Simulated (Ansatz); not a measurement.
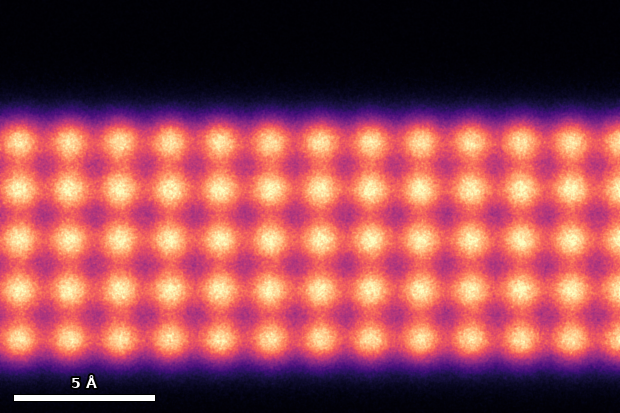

Cross-section of a (100) slab of Cu (Fm-3m), seen along a direction in its plane, the normal pointing up. Simulated as the projected potential of neutral atoms (B = 0.3 Å²) blurred by a 1.20 Å probe, the thin-sample limit of integrated differential phase contrast. Shot noise was added. Atomic positions: the geometry relaxed in a fixed cell under constraints with DFT PBEsol, scalar-relativistic, plane waves, PAW (Ansatz 0.2.0).

How many atomic planes does the slab have, and what do they hold from top to bottom?

5 planes (atoms within 0.35 Å in height count as one plane):

```json
{"plane": "1", "content": "Cu", "depth below the top plane (Å)": "0.0"}
{"plane": "2", "content": "Cu", "depth below the top plane (Å)": "1.7"}
{"plane": "3", "content": "Cu", "depth below the top plane (Å)": "3.5"}
{"plane": "4", "content": "Cu", "depth below the top plane (Å)": "5.3"}
{"plane": "5", "content": "Cu", "depth below the top plane (Å)": "7.1"}
```

How thick is it, and how does it end on either side?

The outermost planes are 7.1 Å apart. The upper face ends in Cu and the lower in Cu, so the sequence of planes is the same from both sides.
